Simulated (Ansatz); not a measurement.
# MoSe: what the fields show

The calculation's input:

```
crystal:
  lattice:
    - [0.0, 2.840519146, 2.840519146]
    - [2.840519146, 0.0, 2.840519146]
    - [2.840519146, 2.840519146, 0.0]
  atoms:
    - { symbol: Mo, position: [-0.0211228993, 0.0211228993, 0.0211228993], spin: 0.91 }
    - { symbol: Se, position: [0.25, 0.25, 0.25] }
basis:
  ecutwfc: 420
  ecutrho_ratio: 4
kpoints:
  mp_grid: { grid: [10, 10, 10] }
hamiltonian:
  xc: pbe
scf:
  occupations: { method: gaussian, width: 0.05 }
  lower_state_search: "off"
output:
  forces: true
  stress: true
  eigenvalues: true
  populations: true
  write_density: true
  write_potential: true
  elf: true
  volumetric_format: npy
magnetization:
  spin_polarized: true
checkpoint:
  read: start.run
  write: ck
  compress: false
  write_wavefunctions: false
  write_every: 100000
```

Run with:

```sh
ansatz run input.yaml --threads 2 --pin off --max-ram 2662MiB --backend cpu --events-out ev --progress --plain --runs-dir out
```

Below, planes, directions and counts refer to the conventional cell (a = 4.02 Å, b = 4.02 Å, c = 5.68 Å, α = 90.00°, β = 90.00°, γ = 90.00°).

Space group Imm2; started from the zincblende prototype, which need not be the ambient phase; changed on purpose from its base cell (atom 1 (Mo) moved 0.12 A along x); not relaxed (largest force 1.3 eV/Å); spin-polarised.

Theory: DFT PBE, scalar-relativistic, plane waves, PAW in Ansatz 0.2.0.

In a PAW calculation such maps are meaningful between the atoms, not at the nuclei.

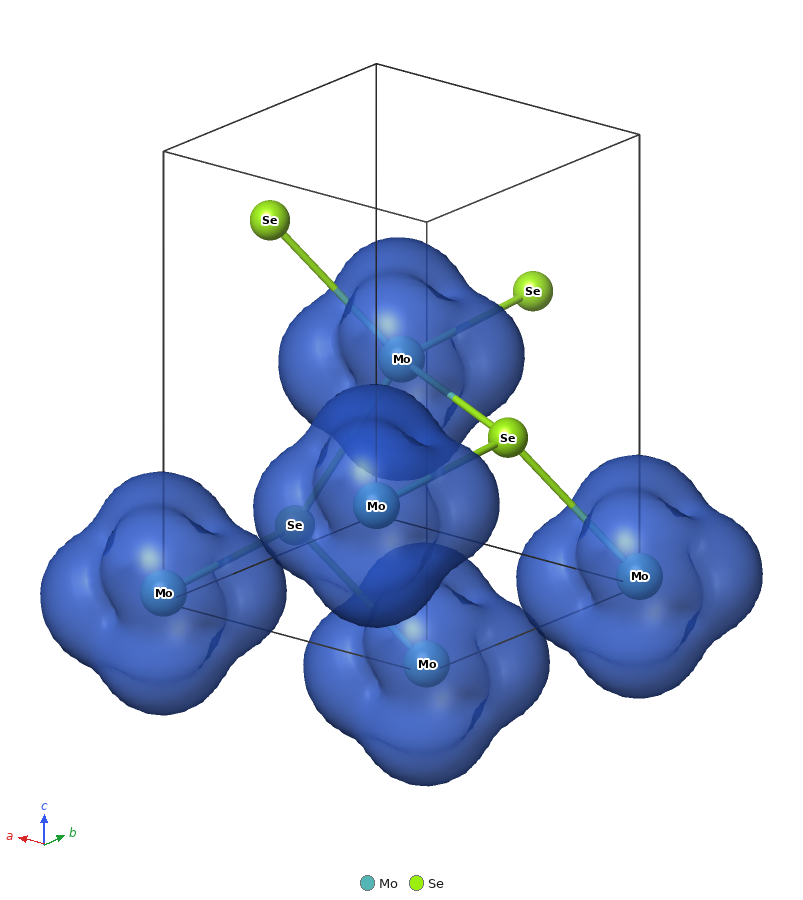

Figure 1. Isosurface of the spin density (up minus down) at +0.03 e/Å³ (blue), seen at an oblique angle. Sticks mark near contacts.

Which atoms carry the moments, and with what signs?

The spin density sits on Mo: +0.7 μB (×2) in one cell of 4 atoms: parallel main moments, as they must be, since the calculation's own cell holds one magnetic site. The cell of the calculation (2 atoms) carries 1.1 μB of net spin moment.

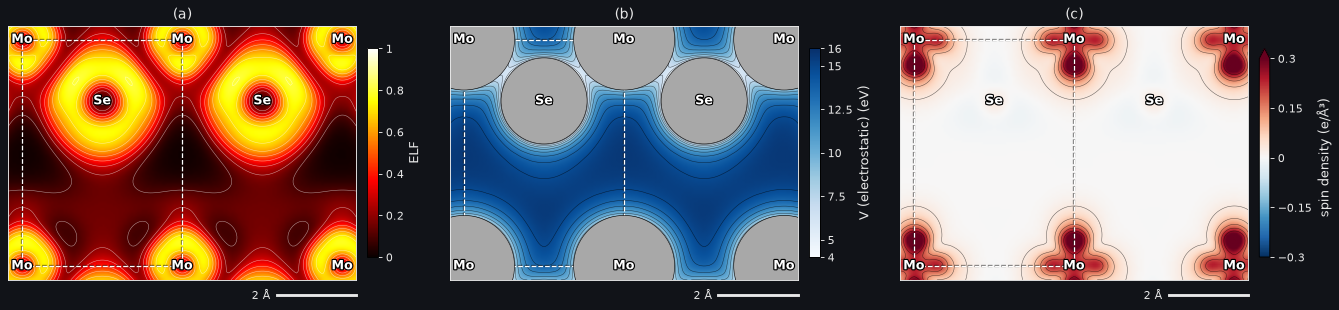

Figure 2. (a) ELF; (b) electrostatic potential (local pseudopotential plus Hartree) felt by an electron; (c) spin density on the (100) plane of the conventional cell. Grey discs cover the atomic cores in the potential map.

What does the map show?

The section cuts through Mo and Se sites.
Mo–Se (2.53 Å): the ELF is about 0.45 at the midpoint.
The features right at Mo lie inside the PAW spheres, where the map follows smoothed inner orbitals and isn't to be read closely.

Outside the cores the potential energy rises away from the atoms and is highest about 2.4 Å from the nearest atoms; its zero is arbitrary.

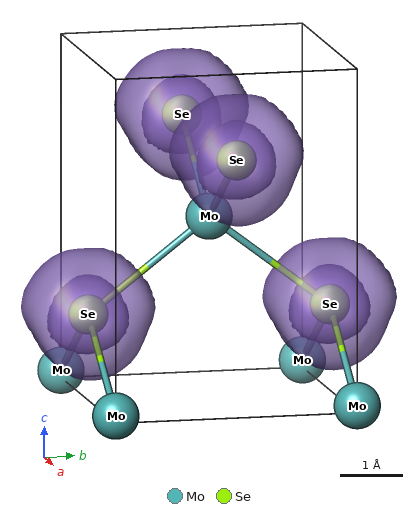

Figure 3. Isosurface of the ELF at 0.7 (purple), seen slightly off an axis. Only the valence region is drawn (cores and ρ < 0.01 e/Å³ removed). Sticks mark near contacts.

Identify the bonds, lone pairs and shells in this picture.

At this value the surface marks out two regions wrapped around Se (the valence shell of each), counted in one cell of 4 atoms. Any copies at cell faces, edges or corners count once. Along the contacts the grid gives the following. Mo–Se (2.39 Å): the ELF is about 0.45 at the midpoint.

Does the calculation give a band gap?

It is metallic or semimetallic at this level of theory: no gap opens; semilocal functionals without U, or without the true magnetic order, often close the gap of such compounds.
